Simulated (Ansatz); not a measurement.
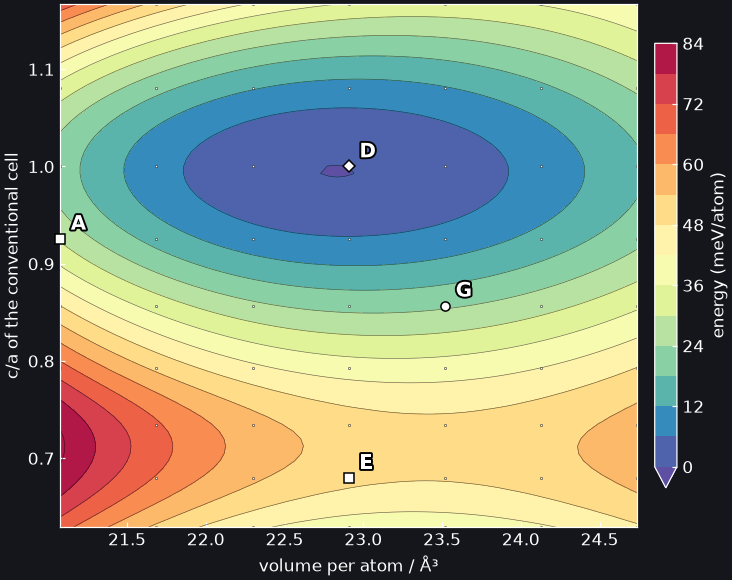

Cd (Fm-3m, No. 225; 1 atom in the cell). 
- The energy is mapped over volume and the cell's shape.
- First axis: volume per atom. Second axis: c/a of the conventional cell.
- Nothing is relaxed (symmetry fixes all fractional coordinates).
- The scan uses a 7 × 9 grid.
- Points are written as (first, second).
- Energies: meV/atom, counted from the lowest grid point.
- All numbers below come from DFT PBE, scalar-relativistic, plane waves, PAW in Ansatz 0.2.0. Settings: cutoff 420 eV, k-mesh 18×18×18, gaussian smearing 0.15 eV, no spin polarisation.

In the figure: filled contours, dots at the grid points, lettered points. Between grid points the surface is interpolated.

Is G the lowest point of the computed grid?

Answer. No. G lies 23 meV/atom above the lowest grid point, which is at (22.91 Å³, 1.000) [fcc].

What kind of point is each of D, G: minimum, saddle, maximum or slope?

Answer. D: minimum; G: on a slope. (In these two coordinates alone; a stationary point may lie a little off the grid point.)
